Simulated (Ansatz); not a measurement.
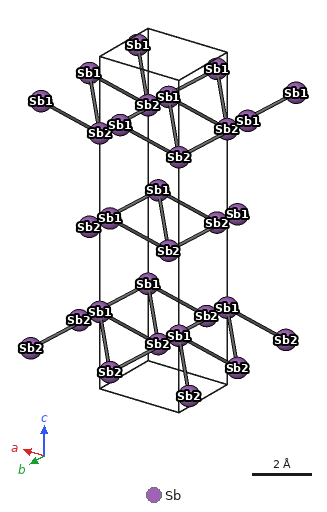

Crystalline Sb (built on the A7 type), before the relaxation. Style: ball-and-stick. Shown: the conventional cell (3 times the calculation's cell), from a free direction. Lengths and directions refer to the drawn axes.

Theory: DFT r2SCAN, scalar-relativistic, plane waves, PAW in Ansatz.

Input file:
```yaml
crystal:
  lattice:
    - [2.1865270006, 1.2623919524, 3.871434276]
    - [-2.1865270006, 1.2623919524, 3.871434276]
    - [0.0, -2.5247839048, 3.871434276]
  atoms:
    - { symbol: Sb, position: [0.2312642611, 0.2312642611, 0.2312642611] }
    - { symbol: Sb, position: [0.7687357389, 0.7687357389, 0.7687357389] }
basis:
  ecutwfc: 600
  ecutrho_ratio: 5
kpoints:
  mp_grid: { grid: [12, 12, 12] }
hamiltonian:
  xc: r2scan
scf:
  occupations: { method: gaussian, width: 0.05 }
output:
  forces: true
  stress: true
  eigenvalues: true
relax:
  f_tol: 0.02
  max_steps: 40
  cell: { stress_tol: 0.2, fix: [volume] }
```

Q: What does the optimiser find from here?

A: After 3 accepted moves (4 points after the start) the energy has fallen by 1.6 meV per cell of the calculation. The largest force component goes from 0.05 to 0.0004 eV/Å. Pressure: −0.81 GPa at the start and −0.40 GPa at the end. The SCF was repeated once at an unchanged geometry on a basis and grid sized afresh for the cell, which shifted the energy by less than 0.05 meV per cell of the calculation at most. The largest moves relative to the cell, 0.008 Å, are those of Sb1 and Sb2. Sb2 goes along +c. The drawn cell changes at constant volume: a = b 4.373 → 4.346 Å (−0.6 %), c 11.614 → 11.758 Å (+1.2 %). Some distances before and after: Sb1–Sb2 2.937 → 2.925 Å. The space group stays R-3m (No. 166).

The structure at the end:

```xyz
2
Lattice="2.1732 1.2547 3.9192 -2.1732 1.2547 3.9192 0.0000 -2.5093 3.9192" Properties=species:S:1:pos:R:3 pbc="T T T"
Sb    0.0000    0.0000    2.7108
Sb    0.0000    0.0000    9.0469
```

The end point in the same view:

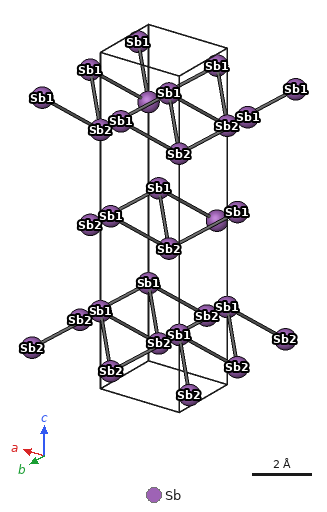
